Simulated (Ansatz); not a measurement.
## Run report: W$_{4}$S$_{7}$, geometry relaxation (part 2 of 3)

W$_{4}$S$_{7}$ (slab, 11 atoms in the cell); DFT PBE+D3(BJ), scalar-relativistic, plane waves, PAW, spin-polarised (Ansatz 0.2.0); cutoff 420 eV, 6×6×1 k-mesh, Gaussian smearing of 0.05 eV, collinear spins. The structure derives from a Materials Project entry. It belongs to a series of runs on one base structure; here: S vacancy, atoms relaxed.

Geometry of the input (Å; fractional positions):
```
6.3210  0.0000  0.0000
-3.1605  5.4742  0.0000
0.0000  0.0000  21.1516
S  0.1667  0.3333  0.4255
S  0.1667  0.8333  0.4255
S  0.6667  0.3333  0.4255
S  0.6667  0.8333  0.4255
W  0.3333  0.1667  0.5000
W  0.3333  0.6667  0.5000
W  0.8333  0.1667  0.5000
W  0.8333  0.6667  0.5000
S  0.1667  0.8333  0.5745
S  0.6667  0.3333  0.5745
S  0.6667  0.8333  0.5745
```

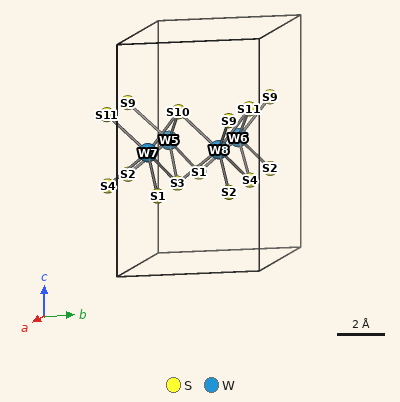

Figure 1. The geometry at step 3 of the log (ball-and-stick view of the cell of the calculation, with the vacuum cut short, seen slightly off an axis; bonded neighbours outside the cell are drawn too; atoms are numbered from 1 in the order of the input).

**Output, continued**
```
SCF iter   1: F=—  HF=-47863.890536 eV  |F-HF|=—  |Δ(HF+E_count)|=         —  Δρ=2.60e-3 (↑2.60e-3 ↓2.57e-3)  dr2=1.48e-1  dr2_m=6.89e-3  M=0.000 μB ∫|m|=0.033 μB  β_m=0.30  ethr=1.50e-4  p=0.006 e·Å  D=1.52e-3 V/Å  ΔV_dip=-0.03 eV  dr2_dipole=2.41e-3  V_vac-E_F(+/−)=5.00/5.04 eV  ⟨swp⟩=2.1  Hψ=3491  notcnv=0  defer=92
efield: sawtooth ramp at fractional position 0.9800 (handed on by an earlier solve), width 0.0400; the density the first Hamiltonian is built on has a dipole p = 0.006 e·Å; the dipole correction subtracts the counter field D = 1.52e-3 V/Å, which shifts the + side's vacuum level by -0.03 eV against the − side's; the planar-averaged density in the ramp window peaks in size at 1.7e-6 e/Å³
preconditioner: auto → Resta (q_TF=auto, 1.951 Å⁻¹)  ε∞=2.9  [insulator: Δε(μ)=0.918 eV  Ē_g=8.060 eV  σ=0.050 eV  W_gap=1.00  n_scr=78 (ndim 8)  ℏωp=11.2 eV  f_vac=0.688  D(μ)=0.00/eV (n_scr^D=0)  ε∞_Penn≈2.9  vacuum switching on, ρ_ref=4.7e-3 e/Å³]
spin=Collinear: Resta preconditioning applied to the charge; magnetization (m = ρ↑ − ρ↓) channel mixes plain (no charge-response kernel on spin).
SCF iter   2: F=—  HF=-47863.872153 eV  |F-HF|=—  |Δ(HF+E_count)|=   1.84e-2  Δρ=1.82e-3 (↑1.82e-3 ↓1.77e-3)  dr2=5.75e-2  dr2_m=3.63e-3  M=0.000 μB ∫|m|=0.026 μB  β_m=0.30  ethr=1.50e-4  p=-0.009 e·Å  D=-2.28e-3 V/Å  ΔV_dip=0.05 eV  dr2_dipole=3.01e-7  V_vac-E_F(+/−)=5.07/5.02 eV  ⟨swp⟩=1.8  Hψ=1109  notcnv=0  defer=92  κ⁻¹=1.0e0(r=1)
density mixer auto → broyden: gapped, with many states about μ (density of states about μ 0.29 of a free-electron gas's, 78 screened modes)
SCF iter   3: F=—  HF=-47863.867846 eV  |F-HF|=—  |Δ(HF+E_count)|=   4.31e-3  Δρ=8.03e-4 (↑8.03e-4 ↓6.97e-4)  dr2=7.54e-3  dr2_m=7.91e-4  M=0.000 μB ∫|m|=0.013 μB  β_m=0.30  ethr=5.87e-5  p=-0.010 e·Å  D=-2.40e-3 V/Å  ΔV_dip=0.05 eV  dr2_dipole=3.63e-6  V_vac-E_F(+/−)=5.10/5.05 eV  ⟨swp⟩=2.0  Hψ=1320  notcnv=0  defer=92  κ⁻¹=1.3e-1(r=2)
SCF iter   4: F=—  HF=-47863.867695 eV  |F-HF|=—  |Δ(HF+E_count)|=   1.51e-4  Δρ=4.72e-4 (↑4.72e-4 ↓4.20e-4)  dr2=2.56e-3  dr2_m=2.89e-4  M=0.000 μB ∫|m|=0.009 μB  β_m=0.30  ethr=7.69e-6  p=-0.009 e·Å  D=-2.30e-3 V/Å  ΔV_dip=0.05 eV  dr2_dipole=1.36e-8  V_vac-E_F(+/−)=5.10/5.06 eV  ⟨swp⟩=1.4  Hψ=1027  notcnv=0  defer=92  κ⁻¹=2.0e-2(r=3)
SCF iter   5: F=—  HF=-47863.867812 eV  |F-HF|=—  |Δ(HF+E_count)|=   1.17e-4  Δρ=8.46e-5 (↑7.92e-5 ↓8.46e-5)  dr2=1.32e-4  dr2_m=4.37e-6  M=0.000 μB ∫|m|=0.002 μB  β_m=0.30  ethr=2.62e-6  p=-0.009 e·Å  D=-2.34e-3 V/Å  ΔV_dip=0.05 eV  dr2_dipole=7.68e-7  V_vac-E_F(+/−)=5.11/5.06 eV  ⟨swp⟩=2.2  Hψ=1407  notcnv=0  defer=92  κ⁻¹=2.7e-4(r=4)
SCF iter   6: F=—  HF=-47863.867851 eV  |F-HF|=—  |Δ(HF+E_count)|=   3.89e-5  Δρ=2.97e-5 (↑2.75e-5 ↓2.97e-5)  dr2=2.38e-5  dr2_m=6.79e-7  M=0.000 μB ∫|m|=0.001 μB  β_m=0.30  ethr=1.35e-7  p=-0.009 e·Å  D=-2.22e-3 V/Å  ΔV_dip=0.05 eV  dr2_dipole=5.41e-7  V_vac-E_F(+/−)=5.11/5.06 eV  ⟨swp⟩=2.5  Hψ=1504  notcnv=0  defer=92  κ⁻¹=6.9e-5(r=5)
iter 7 did not close the SCF: its close was put off for a magnetic moment that had not settled (scf_convergence_deferred on its scf_iter line)
SCF iter   7: F=-47863.867844 eV  HF=-47863.867867 eV  |F-HF|=2.31e-5  |Δ(HF+E_count)|=   1.65e-5  Δρ=2.25e-5 (↑2.25e-5 ↓2.22e-5)  dr2=3.05e-5  dr2_m=9.50e-8  M=0.000 μB ∫|m|=0.001 μB  β_m=0.30  ethr=2.43e-8  p=-0.009 e·Å  D=-2.31e-3 V/Å  ΔV_dip=0.05 eV  dr2_dipole=5.68e-7  V_vac-E_F(+/−)=5.11/5.06 eV  ⟨swp⟩=12.5  Hψ=4405  notcnv=0  κ⁻¹=2.8e-5(r=6)
SCF iter   8: F=-47863.867864 eV  HF=-47863.867865 eV  |F-HF|=6.92e-7  |Δ(HF+E_count)|=   2.00e-6  Δρ=6.24e-6 (↑5.96e-6 ↓6.24e-6)  dr2=1.63e-6  dr2_m=1.63e-8  M=0.000 μB ∫|m|=0.000 μB  ethr=2.43e-8  p=-0.009 e·Å  D=-2.27e-3 V/Å  ΔV_dip=0.05 eV  dr2_dipole=6.38e-9  V_vac-E_F(+/−)=5.11/5.06 eV  ⟨swp⟩=4.8  Hψ=3074  notcnv=0
the starting moments were not kept: the SCF closed with an absolute magnetisation of 2.4e-4 μB, where they sum to 1.5 μB in size (3 sites). That is at most 0.1 of that sum. Measured as dr2_m measures the in/out step, that magnetisation stands 2.0e-9 eV from none, at or under the dr2_threshold of 5.0e-5 eV: it is no larger than a step whose dr2_m would equal this threshold.
SCF 2 converged in 8 iterations: F = -47863.867864 eV  dr2 = 1.63e-6
relax step   2: F+E_penalty+E_count = -47863.86786449 eV  Δ(F+E_penalty+E_count) = +1.184e-2 eV  max|allowed force component| = 9.175e-1 eV/Å  Δτ_max = 0.1066 Å  (8 SCF iters, dr2 threshold 5.03e-5 eV, rejected (line search))
SCF iter   1: F=—  HF=-47863.974580 eV  |F-HF|=—  |Δ(HF+E_count)|=         —  Δρ=1.41e-3 (↑1.41e-3 ↓1.39e-3)  dr2=4.05e-2  dr2_m=1.94e-3  M=0.000 μB ∫|m|=0.017 μB  β_m=0.30  ethr=4.36e-4  p=-0.009 e·Å  D=-2.27e-3 V/Å  ΔV_dip=0.05 eV  dr2_dipole=6.20e-4  V_vac-E_F(+/−)=5.14/5.09 eV  ⟨swp⟩=5.0  Hψ=1956  notcnv=0  defer=78
efield: sawtooth ramp at fractional position 0.9800 (handed on by an earlier solve), width 0.0400; the density the first Hamiltonian is built on has a dipole p = -0.009 e·Å; the dipole correction subtracts the counter field D = -2.27e-3 V/Å, which shifts the + side's vacuum level by +0.05 eV against the − side's; the planar-averaged density in the ramp window peaks in size at 1.8e-6 e/Å³
preconditioner: auto → Resta (q_TF=auto, 1.951 Å⁻¹)  ε∞=2.9  [insulator: Δε(μ)=0.833 eV  Ē_g=8.041 eV  σ=0.050 eV  W_gap=1.00  n_scr=78 (ndim 8)  ℏωp=11.2 eV  f_vac=0.687  D(μ)=0.00/eV (n_scr^D=0)  ε∞_Penn≈2.9  vacuum switching on, ρ_ref=4.7e-3 e/Å³]
spin=Collinear: Resta preconditioning applied to the charge; magnetization (m = ρ↑ − ρ↓) channel mixes plain (no charge-response kernel on spin).
SCF iter   2: F=—  HF=-47863.968320 eV  |F-HF|=—  |Δ(HF+E_count)|=   6.26e-3  Δρ=9.85e-4 (↑9.85e-4 ↓9.47e-4)  dr2=1.54e-2  dr2_m=1.01e-3  M=0.000 μB ∫|m|=0.013 μB  β_m=0.30  ethr=4.13e-5  p=-0.001 e·Å  D=-3.41e-4 V/Å  ΔV_dip=0.01 eV  dr2_dipole=1.22e-5  V_vac-E_F(+/−)=5.11/5.11 eV  ⟨swp⟩=2.0  Hψ=1356  notcnv=0  defer=78  κ⁻¹=1.0e0(r=1)
density mixer auto → broyden: gapped, with many states about μ (density of states about μ 0.29 of a free-electron gas's, 78 screened modes)
SCF iter   3: F=—  HF=-47863.967285 eV  |F-HF|=—  |Δ(HF+E_count)|=   1.03e-3  Δρ=4.72e-4 (↑4.72e-4 ↓4.30e-4)  dr2=2.63e-3  dr2_m=2.61e-4  M=0.000 μB ∫|m|=0.008 μB  β_m=0.30  ethr=1.57e-5  p=-0.003 e·Å  D=-7.02e-4 V/Å  ΔV_dip=0.01 eV  dr2_dipole=1.34e-5  V_vac-E_F(+/−)=5.11/5.09 eV  ⟨swp⟩=2.0  Hψ=1212  notcnv=0  defer=78  κ⁻¹=2.4e-1(r=2)
SCF iter   4: F=—  HF=-47863.967483 eV  |F-HF|=—  |Δ(HF+E_count)|=   1.97e-4  Δρ=2.21e-4 (↑2.21e-4 ↓1.98e-4)  dr2=6.46e-4  dr2_m=6.37e-5  M=0.000 μB ∫|m|=0.004 μB  β_m=0.30  ethr=2.68e-6  p=-0.002 e·Å  D=-3.81e-4 V/Å  ΔV_dip=0.01 eV  dr2_dipole=8.76e-7  V_vac-E_F(+/−)=5.10/5.09 eV  ⟨swp⟩=2.3  Hψ=1308  notcnv=0  defer=78  κ⁻¹=2.1e-2(r=3)
SCF iter   5: F=—  HF=-47863.967525 eV  |F-HF|=—  |Δ(HF+E_count)|=   4.26e-5  Δρ=5.20e-5 (↑4.62e-5 ↓5.20e-5)  dr2=4.34e-5  dr2_m=2.48e-6  M=0.000 μB ∫|m|=0.001 μB  β_m=0.30  ethr=6.59e-7  p=-0.002 e·Å  D=-4.44e-4 V/Å  ΔV_dip=0.01 eV  dr2_dipole=1.31e-7  V_vac-E_F(+/−)=5.10/5.09 eV  ⟨swp⟩=2.1  Hψ=1334  notcnv=0  defer=78  κ⁻¹=8.0e-4(r=4)
SCF iter   6: F=—  HF=-47863.967534 eV  |F-HF|=—  |Δ(HF+E_count)|=   8.53e-6  Δρ=2.52e-5 (↑2.52e-5 ↓2.34e-5)  dr2=1.71e-5  dr2_m=1.01e-7  M=0.000 μB ∫|m|=0.001 μB  β_m=0.30  ethr=4.43e-8  p=-0.002 e·Å  D=-3.85e-4 V/Å  ΔV_dip=0.01 eV  dr2_dipole=1.69e-7  V_vac-E_F(+/−)=5.10/5.09 eV  ⟨swp⟩=2.7  Hψ=1544  notcnv=0  defer=78  κ⁻¹=1.6e-4(r=5)
SCF iter   7: F=—  HF=-47863.967535 eV  |F-HF|=—  |Δ(HF+E_count)|=   8.31e-7  Δρ=8.90e-6 (↑8.90e-6 ↓8.39e-6)  dr2=2.15e-6  dr2_m=2.97e-8  M=0.000 μB ∫|m|=0.000 μB  β_m=0.30  ethr=1.75e-8  p=-0.002 e·Å  D=-4.09e-4 V/Å  ΔV_dip=0.01 eV  dr2_dipole=1.42e-11  V_vac-E_F(+/−)=5.10/5.09 eV  ⟨swp⟩=2.0  Hψ=1249  notcnv=0  defer=78  κ⁻¹=1.2e-4(r=6)
SCF iter   8: F=—  HF=-47863.967536 eV  |F-HF|=—  |Δ(HF+E_count)|=   1.68e-6  Δρ=4.12e-6 (↑3.96e-6 ↓4.12e-6)  dr2=7.96e-7  dr2_m=6.39e-9  M=0.000 μB ∫|m|=0.000 μB  β_m=0.30  ethr=2.20e-9  p=-0.002 e·Å  D=-4.08e-4 V/Å  ΔV_dip=0.01 eV  dr2_dipole=8.97e-10  V_vac-E_F(+/−)=5.10/5.09 eV  ⟨swp⟩=2.5  Hψ=1574  notcnv=0  defer=78  κ⁻¹=2.1e-5(r=7)
SCF iter   9: F=—  HF=-47863.967537 eV  |F-HF|=—  |Δ(HF+E_count)|=   4.82e-7  Δρ=2.76e-6 (↑2.71e-6 ↓2.76e-6)  dr2=2.35e-7  dr2_m=1.20e-9  M=0.000 μB ∫|m|=0.000 μB  β_m=0.30  ethr=8.12e-10  p=-0.002 e·Å  D=-4.05e-4 V/Å  ΔV_dip=0.01 eV  dr2_dipole=2.03e-9  V_vac-E_F(+/−)=5.10/5.09 eV  ⟨swp⟩=2.0  Hψ=1214  notcnv=0  defer=78  κ⁻¹=8.6e-7(r=8)
iter 10 did not close the SCF: its close was put off for a magnetic moment that had not settled (scf_convergence_deferred on its scf_iter line)
SCF iter  10: F=-47863.967537 eV  HF=-47863.967537 eV  |F-HF|=8.87e-9  |Δ(HF+E_count)|=   2.48e-8  Δρ=6.72e-7 (↑6.72e-7 ↓6.53e-7)  dr2=1.12e-8  dr2_m=3.62e-10  M=0.000 μB ∫|m|=0.000 μB  β_m=0.30  ethr=1.02e-10  p=-0.002 e·Å  D=-4.00e-4 V/Å  ΔV_dip=0.01 eV  dr2_dipole=1.16e-10  V_vac-E_F(+/−)=5.10/5.09 eV  ⟨swp⟩=13.3  Hψ=4527  notcnv=0  κ⁻¹=2.5e-7(r=8)
SCF iter  11: F=-47863.967537 eV  HF=-47863.967537 eV  |F-HF|=8.80e-9  |Δ(HF+E_count)|=   1.20e-8  Δρ=4.72e-7 (↑4.71e-7 ↓4.72e-7)  dr2=1.25e-8  dr2_m=3.71e-11  M=0.000 μB ∫|m|=0.000 μB  ethr=1.15e-11  p=-0.002 e·Å  D=-4.02e-4 V/Å  ΔV_dip=0.01 eV  dr2_dipole=6.09e-11  V_vac-E_F(+/−)=5.10/5.09 eV  ⟨swp⟩=2.0  Hψ=2498  notcnv=0
the starting moments were not kept: the SCF closed with an absolute magnetisation of 1.3e-5 μB, where they sum to 1.5 μB in size (3 sites). That is at most 0.1 of that sum. Measured as dr2_m measures the in/out step, that magnetisation stands 8.5e-12 eV from none, at or under the dr2_threshold of 1.0e-7 eV: it is no larger than a step whose dr2_m would equal this threshold.
SCF 3 converged in 11 iterations: F = -47863.967537 eV  dr2 = 1.25e-8
relax step   3: F+E_penalty+E_count = -47863.96753665 eV  Δ(F+E_penalty+E_count) = -8.783e-2 eV  max|allowed force component| = 7.170e-2 eV/Å  Δτ_max = 0.0508 Å  (11 SCF iters, accepted)
SCF iter   1: F=—  HF=-47863.967993 eV  |F-HF|=—  |Δ(HF+E_count)|=         —  Δρ=5.81e-5 (↑5.81e-5 ↓5.79e-5)  dr2=7.85e-5  dr2_m=2.71e-6  M=0.000 μB ∫|m|=0.001 μB  β_m=0.30  ethr=7.85e-7  p=-0.002 e·Å  D=-4.02e-4 V/Å  ΔV_dip=0.01 eV  dr2_dipole=2.29e-6  V_vac-E_F(+/−)=5.10/5.09 eV  ⟨swp⟩=2.6  Hψ=1578  notcnv=0
efield: sawtooth ramp at fractional position 0.9800 (handed on by an earlier solve), width 0.0400; the density the first Hamiltonian is built on has a dipole p = -0.002 e·Å; the dipole correction subtracts the counter field D = -4.02e-4 V/Å, which shifts the + side's vacuum level by +0.01 eV against the − side's; the planar-averaged density in the ramp window peaks in size at 1.7e-6 e/Å³
preconditioner: auto → Resta (q_TF=auto, 1.951 Å⁻¹)  ε∞=2.9  [insulator: Δε(μ)=0.849 eV  Ē_g=8.047 eV  σ=0.050 eV  W_gap=1.00  n_scr=78 (ndim 8)  ℏωp=11.2 eV  f_vac=0.687  D(μ)=0.00/eV (n_scr^D=0)  ε∞_Penn≈2.9  vacuum switching on, ρ_ref=4.7e-3 e/Å³]
spin=Collinear: Resta preconditioning applied to the charge; magnetization (m = ρ↑ − ρ↓) channel mixes plain (no charge-response kernel on spin).
SCF iter   2: F=—  HF=-47863.967945 eV  |F-HF|=—  |Δ(HF+E_count)|=   4.81e-5  Δρ=4.06e-5 (↑4.06e-5 ↓3.95e-5)  dr2=2.65e-5  dr2_m=1.41e-6  M=0.000 μB ∫|m|=0.000 μB  β_m=0.30  ethr=8.01e-8  p=-0.001 e·Å  D=-2.92e-4 V/Å  ΔV_dip=0.01 eV  dr2_dipole=2.20e-7  V_vac-E_F(+/−)=5.10/5.09 eV  ⟨swp⟩=2.0  Hψ=1346  notcnv=0  κ⁻¹=1.0e0(r=1)
density mixer auto → broyden: gapped, with many states about μ (density of states about μ 0.29 of a free-electron gas's, 78 screened modes)
SCF iter   3: F=—  HF=-47863.967947 eV  |F-HF|=—  |Δ(HF+E_count)|=   1.86e-6  Δρ=2.49e-5 (↑2.49e-5 ↓2.42e-5)  dr2=8.68e-6  dr2_m=6.05e-7  M=0.000 μB ∫|m|=0.000 μB  β_m=0.30  ethr=2.70e-8  p=-0.001 e·Å  D=-3.38e-4 V/Å  ΔV_dip=0.01 eV  dr2_dipole=2.95e-9  V_vac-E_F(+/−)=5.10/5.09 eV  ⟨swp⟩=2.0  Hψ=1210  notcnv=0  κ⁻¹=2.2e-1(r=2)
SCF iter   4: F=—  HF=-47863.967954 eV  |F-HF|=—  |Δ(HF+E_count)|=   6.54e-6  Δρ=1.10e-5 (↑1.10e-5 ↓1.06e-5)  dr2=2.71e-6  dr2_m=1.23e-7  M=0.000 μB ∫|m|=0.000 μB  β_m=0.30  ethr=8.86e-9  p=-0.001 e·Å  D=-3.42e-4 V/Å  ΔV_dip=0.01 eV  dr2_dipole=7.86e-10  V_vac-E_F(+/−)=5.10/5.09 eV  ⟨swp⟩=2.4  Hψ=1274  notcnv=0  κ⁻¹=1.0e-2(r=3)
SCF iter   5: F=—  HF=-47863.967959 eV  |F-HF|=—  |Δ(HF+E_count)|=   5.07e-6  Δρ=2.43e-6 (↑2.38e-6 ↓2.43e-6)  dr2=1.77e-7  dr2_m=1.10e-9  M=0.000 μB ∫|m|=0.000 μB  β_m=0.30  ethr=2.77e-9  p=-0.001 e·Å  D=-3.42e-4 V/Å  ΔV_dip=0.01 eV  dr2_dipole=2.24e-9  V_vac-E_F(+/−)=5.10/5.09 eV  ⟨swp⟩=3.0  Hψ=1825  notcnv=0  κ⁻¹=2.8e-4(r=4)
SCF iter   6: F=—  HF=-47863.967959 eV  |F-HF|=—  |Δ(HF+E_count)|=   2.28e-8  Δρ=1.00e-6 (↑9.94e-7 ↓1.00e-6)  dr2=2.43e-8  dr2_m=1.10e-10  M=0.000 μB ∫|m|=0.000 μB  β_m=0.30  ethr=1.81e-10  p=-0.001 e·Å  D=-3.32e-4 V/Å  ΔV_dip=0.01 eV  dr2_dipole=4.57e-10  V_vac-E_F(+/−)=5.10/5.09 eV  ⟨swp⟩=2.4  Hψ=1391  notcnv=0  κ⁻¹=1.0e-4(r=5)
SCF iter   7: F=-47863.967959 eV  HF=-47863.967959 eV  |F-HF|=1.13e-8  |Δ(HF+E_count)|=   3.98e-9  Δρ=5.82e-7 (↑5.82e-7 ↓5.72e-7)  dr2=1.63e-8  dr2_m=2.83e-11  M=0.000 μB ∫|m|=0.000 μB  ethr=2.48e-11  p=-0.001 e·Å  D=-3.32e-4 V/Å  ΔV_dip=0.01 eV  dr2_dipole=1.04e-10  V_vac-E_F(+/−)=5.10/5.09 eV  ⟨swp⟩=8.6  Hψ=3479  notcnv=0
the starting moments were not kept: the SCF closed with an absolute magnetisation of 1.0e-5 μB, where they sum to 1.5 μB in size (3 sites). That is at most 0.1 of that sum. Measured as dr2_m measures the in/out step, that magnetisation stands 2.7e-12 eV from none, at or under the dr2_threshold of 1.0e-7 eV: it is no larger than a step whose dr2_m would equal this threshold.
SCF 4 converged in 7 iterations: F = -47863.967959 eV  dr2 = 1.63e-8
relax step   4: F+E_penalty+E_count = -47863.96795874 eV  Δ(F+E_penalty+E_count) = -4.221e-4 eV  max|allowed force component| = 1.993e-2 eV/Å  Δτ_max = 0.0023 Å  (7 SCF iters, accepted)
```

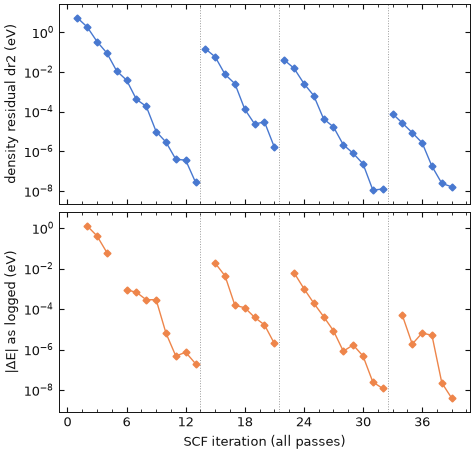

Figure 2. Convergence of the self-consistent field: density residual dr2 and size of the energy change against the SCF iteration. The dotted lines part the SCF passes of the relaxation: geometry steps, rejected trials and re-solves on a re-selected basis. The passes take 13, 8, 11 and 7 iterations.
